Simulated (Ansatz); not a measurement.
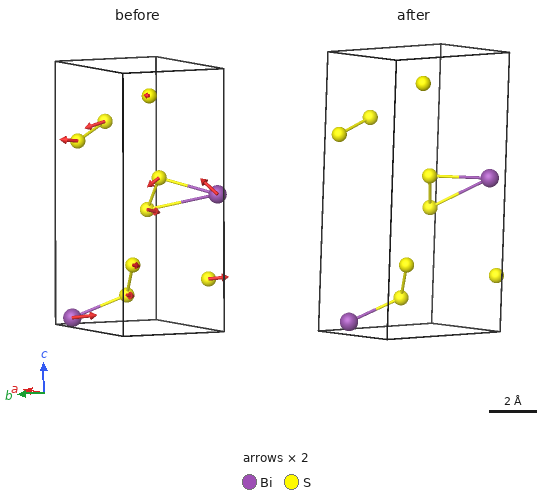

The structure of solid BiS₄ (a generated structure, set up in P1) (coarse preliminary run) before (left) and after (right) a relaxation, at one scale. The red arrows give the displacements (the part carried along by the change of the cell is left out), 2 times their true length.

A ball-and-stick model of the cell of the calculation, seen from a free direction.

Computed with Ansatz 0.2.0, DFT PBE, scalar-relativistic, plane waves, PAW.

Input file:
```yaml
crystal:
  lattice:
    - [4.9004549609, 0.0, 0.0]
    - [0.180044812, 5.2779929209, 0.0]
    - [0.6026872179, -0.0026926577, 11.3450515213]
  atoms:
    - { symbol: Bi, position: [0.8433344909, 0.9386473908, 0.0311014814] }
    - { symbol: Bi, position: [0.0815834673, 0.0083121805, 0.5187939367] }
    - { symbol: S, position: [0.8815143998, 0.5859074577, 0.769748586] }
    - { symbol: S, position: [0.6833669829, 0.3005286499, 0.4384789213] }
    - { symbol: S, position: [0.3909742028, 0.3796376262, 0.5739885684] }
    - { symbol: S, position: [0.2078817085, 0.0135269829, 0.1913989782] }
    - { symbol: S, position: [0.1600387809, 0.6314769611, 0.9004670667] }
    - { symbol: S, position: [0.3494267351, 0.669711921, 0.2495359355] }
    - { symbol: S, position: [0.7625352307, 0.9370561507, 0.7066607326] }
    - { symbol: S, position: [0.6393440013, 0.5351946791, 0.1198257934] }
basis:
  ecutwfc: 420
kpoints:
  mp_grid: { grid: [4, 4, 2] }
hamiltonian:
  xc: pbe
scf:
  occupations: { method: gaussian, width: 0.1 }
  lower_state_search: "off"
output:
  forces: true
  stress: true
  eigenvalues: true
relax:
  adjacent_minimum: "off"
  f_tol: 0.04
  max_steps: 70
  cell: { stress_tol: 0.4 }
```

Command:
```bash
ansatz run input.yaml --threads 1 --pin off --max-ram 2560MiB --backend cpu --events-out ev --progress --plain --runs-dir out
```

Summarise the run.

Answer. The atom that moves furthest relative to the cell is Bi1 (0.58 Å roughly along [−2 −1 0]). Largest moves by element: Bi 0.58 Å, S 0.49 Å. The volume changes by +3.1 %, with a 4.900 → 4.483 Å (−8.5 %), b 5.281 → 5.685 Å (+7.6 %), c 11.361 → 12.074 Å (+6.3 %), α 89.9° → 92.9°, β 87.0° → 89.7°, γ 88.0° → 79.8°. Near-neighbour distances that change, for instance: Bi2–S4 3.454 → 3.134 Å, Bi1–S6 3.534 → 3.253 Å, Bi2–S9 2.612 → 2.673 Å, Bi1–S6 (another image) 2.657 → 2.688 Å. Bond angles that change, for instance: Bi2–S5–S4 94.0° → 82.8°, S5–Bi2–S9 105.0° → 114.1°, Bi2–S4–S5 109.6° → 101.2°. The space group stays P1 (No. 1). The energy falls by 67.4 meV per cell of the calculation in 15 accepted moves (19 points after the start). Largest force component: 0.028 eV/Å at the start, 0.032 eV/Å at the end. Pressure: 0.26 GPa at the start and 0.06 GPa at the end. The line search rejected the trial steps at points 8, 14, 16 of the run. At 1 point the geometry stayed and the basis and grid were re-selected for the new cell (energy shift of 5.1 meV per cell of the calculation at most each time). Cost: 9.2 min on 1 thread of Arm Neoverse V1, with other jobs on the host, peak memory 0.54 GiB.
